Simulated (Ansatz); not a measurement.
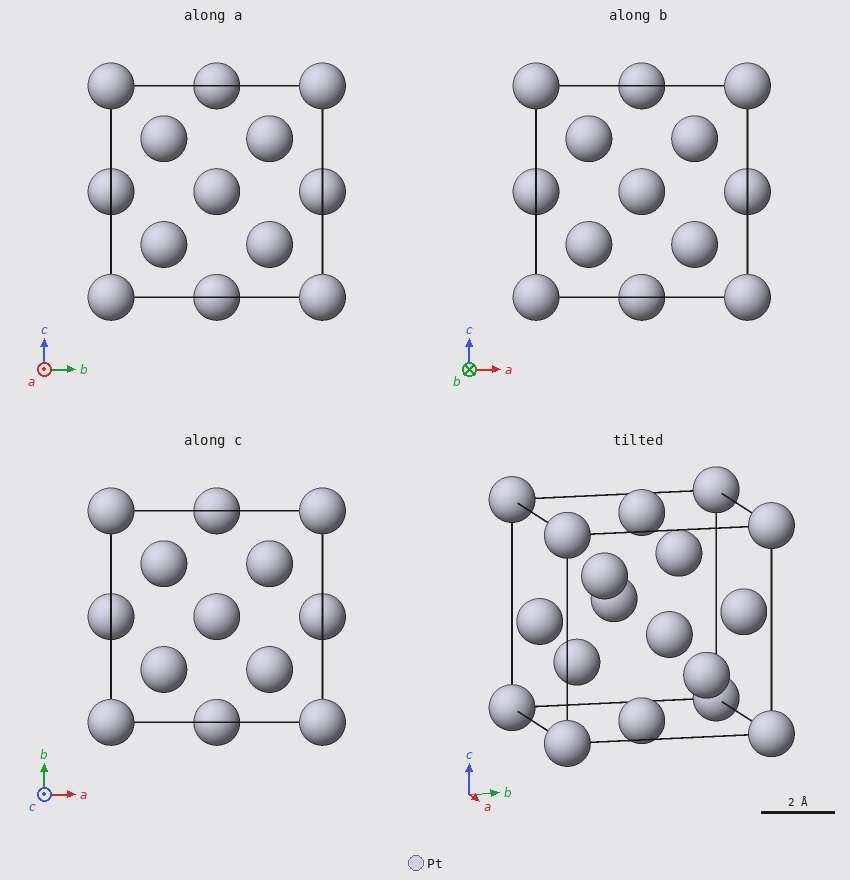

Structure drawing (spheres-only), viewed along the a axis, along the b axis, along the c axis and slightly off an axis. The edges of the conventional unit cell are marked.

Lattice parameters: a = 5.815 Å, b = 5.815 Å, c = 5.815 Å, α = 90.00°, β = 90.00°, γ = 90.00°. Put a along x and b in the xy plane.

Write down what is shown as a POSCAR file.

```
Pt
1.0
     5.815    0.000    0.000
     0.000    5.815    0.000
     0.000    0.000    5.815
Pt
8
Direct
  0.7500 0.7500 0.2500
  0.0000 0.5000 0.5000
  0.7500 0.2500 0.7500
  0.0000 0.0000 0.0000
  0.2500 0.7500 0.7500
  0.5000 0.5000 0.0000
  0.2500 0.2500 0.2500
  0.5000 0.0000 0.5000
```

Origin of the cell: a structure type filled with this element by a generator (whether the element takes this form wasn't checked). The structure drawn was relaxed with Ansatz, DFT, revPBE, plane waves (420 eV) with PAW, scalar-relativistic.
